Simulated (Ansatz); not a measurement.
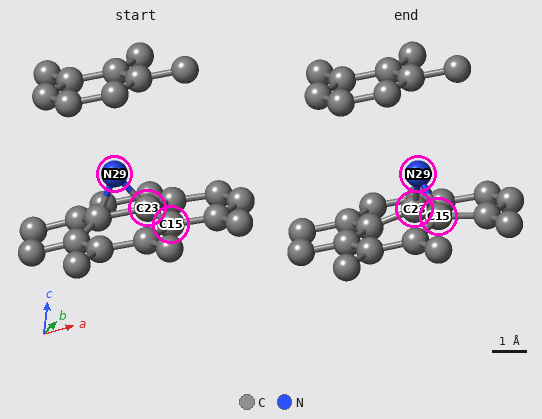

The two relaxed end points of a path for a defect cell of composition C28N (29 atoms in the cell). A ball-and-stick model of the atoms within 4.2 Å of the middle of the path, seen slightly off an axis. The atoms that move most are ringed. Bonds to atoms that aren't drawn are left out.

The calculation used DFT PBE, scalar-relativistic, plane waves, PAW (Ansatz 0.2.0).

Run with plane-wave cutoff 420 eV; k-point mesh 4 × 4 × 4; Gaussian smearing 0.1 eV; 5 movable images; climbing image.

Start:
```
CELL_PARAMETERS angstrom
-4.93303 -4.27213 0.00000
1.23326 -6.40820 0.00000
-1.23326 -3.56011 8.57567
ATOMIC_POSITIONS crystal
C 0.79644 0.93246 0.75583
C 0.93955 0.50384 0.75552
C 0.51095 0.78956 0.75553
C 0.65364 0.36075 0.75588
C 0.22526 0.64666 0.75548
C 0.36784 0.21778 0.75644
C 0.08247 0.07530 0.75543
C 0.46334 0.59907 0.75551
C 0.60582 0.17021 0.75645
C 0.17762 0.45596 0.75587
C 0.32042 0.02767 0.75579
C 0.89184 0.31336 0.75549
C 0.03478 0.88484 0.75539
C 0.74902 0.74199 0.75555
C 0.97957 0.12326 0.21090
C 0.12053 0.70496 0.20284
C 0.68848 0.98563 0.20995
C 0.83540 0.55927 0.21299
C 0.40534 0.84246 0.20747
C 0.52706 0.40449 0.24440
C 0.26323 0.27132 0.20536
C 0.64406 0.79505 0.20997
C 0.78240 0.35326 0.24460
C 0.35239 0.65689 0.21069
C 0.49523 0.21940 0.21288
C 0.07244 0.51248 0.20532
C 0.21672 0.08048 0.20294
C 0.92883 0.93992 0.20747
N 0.60604 0.33105 0.38943
```

End:
```
CELL_PARAMETERS angstrom
-4.93303 -4.27213 0.00000
1.23326 -6.40820 0.00000
-1.23326 -3.56011 8.57567
ATOMIC_POSITIONS crystal
C 0.80079 0.93927 0.75644
C 0.94395 0.51098 0.75552
C 0.51545 0.79669 0.75548
C 0.65814 0.36786 0.75583
C 0.22966 0.65390 0.75543
C 0.37259 0.22507 0.75588
C 0.08682 0.08238 0.75553
C 0.46785 0.60621 0.75539
C 0.61038 0.17725 0.75645
C 0.18216 0.46327 0.75549
C 0.32495 0.03476 0.75551
C 0.89630 0.32045 0.75555
C 0.03897 0.89185 0.75579
C 0.75341 0.74905 0.75587
C 0.96691 0.09848 0.24440
C 0.11453 0.69196 0.20284
C 0.68758 0.97677 0.20747
C 0.82913 0.55100 0.21090
C 0.40295 0.83465 0.20536
C 0.53519 0.40683 0.21299
C 0.25879 0.25991 0.20995
C 0.64271 0.78815 0.20294
C 0.76260 0.35383 0.24460
C 0.35262 0.64387 0.20532
C 0.49377 0.21549 0.20997
C 0.06663 0.50026 0.20747
C 0.21535 0.06666 0.21288
C 0.92289 0.92382 0.21069
N 0.81633 0.17747 0.38943
```

Predict the minimum-energy path and its barrier.

Answer. The barrier is about 1.02 eV in both directions, with image 3 at the top; the ends have the same energy. The N atom travels furthest, 1.23 Å from end to end, along [3 −2 0], on a path that bends up to 0.14 Å away from the straight line. At the highest image its nearest neighbour (C) is 1.46 Å away, against 1.46 Å at the start, and the surrounding atoms stand up to 0.20 Å off the mean of their end positions. Breaking: C–N (1.46 → 2.45 Å). Forming: C–N (2.45 → 1.46 Å). The band converged in 13 iterations. The largest component of the band force went from 5.5 to 0.047 eV/Å. The climbing image converged on the top of the path. Its curvatures weren't checked.

Energies of the converged images:

| image | path (Å) | E (eV) |
| --- | --- | --- |
| 0 | 0.00 | 0.000 |
| 1 | 0.45 | 0.000 |
| 2 | 0.89 | 0.230 |
| 3 | 1.34 | 1.016 |
| 4 | 1.69 | 0.372 |
| 5 | 2.05 | 0.006 |
| 6 | 2.41 | 0.000 |

The geometry at the top of the path:

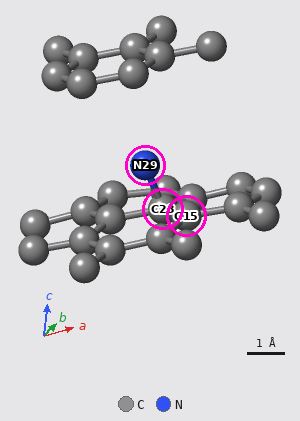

Limits of the set-up: the cell has an odd number of electrons but was run without spin polarisation; the periodic images lie only 6.5 Å apart, so the values are limited by the cell's size.

The run took 64 min on 4 threads of Intel(R) Xeon(R) Processor @ 2.50GHz (Skylake/Cascade Lake) (shared host), peak memory 4.2 GiB.
